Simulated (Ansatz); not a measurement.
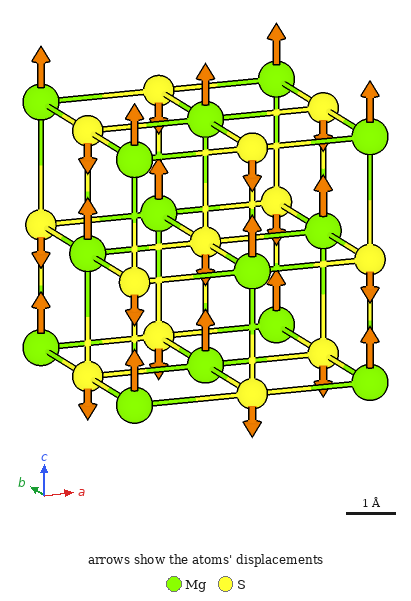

The lowest optical mode of solid MgS (a generated structure), space group Fm-3m (No. 225), at the zone centre. The orange arrows give the relative displacements of the atoms. The picture is a ball-and-stick view of the conventional cell (4 times the calculation's cell), seen slightly off an axis. Lengths and directions refer to the drawn axes.

Method: Ansatz, DFT PBE, scalar-relativistic, plane waves, PAW. Settings: plane-wave cutoff 420 eV; k-point mesh 8 × 8 × 8; occupations fixed; no spin polarisation.

Frequencies are those without the non-analytic (LO–TO) term.

Is this crystal at a minimum with respect to the drawn distortion?

Yes: this softest mode has a real frequency, and so have all others here. That speaks for this wave vector alone: the rest of the zone wasn't checked in this run. This is the T₁u mode (triply degenerate; one member of the set is drawn) at 224 cm⁻¹, the only optical level, infrared-active by symmetry. The Mg sublattice moves against the S sublattice, along c; it stretches the shortest Mg–S bonds (2.61 Å); the kinetic energy is shared as Mg 57 %, S 43 %. Its infrared intensity is 28 (D/Å)²/amu for the set. The value is the transverse one; the longitudinal partner lies at 389 cm⁻¹.
